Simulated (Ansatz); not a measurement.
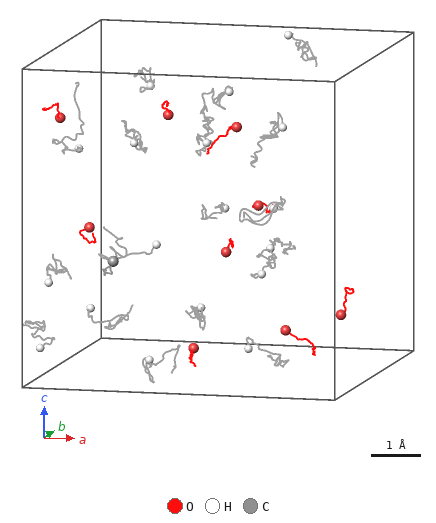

Molecular dynamics of a periodic cell with 8 H2O + 1 H2CO at 0.961 g/cm³, 150 fs long. Lines trace each atom's path, in the colour of its element; spheres stand at the starting positions. Seen slightly off an axis in the simulation cell.

All numbers below come from Ansatz, DFT PBE-D3(BJ), scalar-relativistic, plane waves, PAW. Set-up: plane-wave cutoff 420 eV; k-point mesh 1 × 1 × 1; Fermi-Dirac smearing 0.05 eV; low-accuracy preset; Langevin thermostat (NVT); set temperature 500 K; time step 0.5 fs; friction 0.02 per fs.

Question: How do the atoms move?

Answer: Root-mean-square distances from the starting positions over the second half, with the common drift of all atoms taken out: H 0.62 Å, O 0.50 Å, C 0.37 Å. The heavy atoms stay within a fraction of a molecule's size of their starting places; so short a run doesn't tell a liquid from a solid. Over the second half the temperature averages 450 K (spread ±59 K). The potential energy is still drifting at the end, so the run hasn't reached equilibrium. The potential energy in the second half lies on average 48.4 meV per atom above the first frame.

Limits of the set-up: the program's low-accuracy preset was used; the periodic images lie only 6.7 Å apart, so the values are limited by the cell's size.

The run took 6.3 min on 1 thread of Arm Neoverse V2 (shared host), peak memory 0.35 GiB.
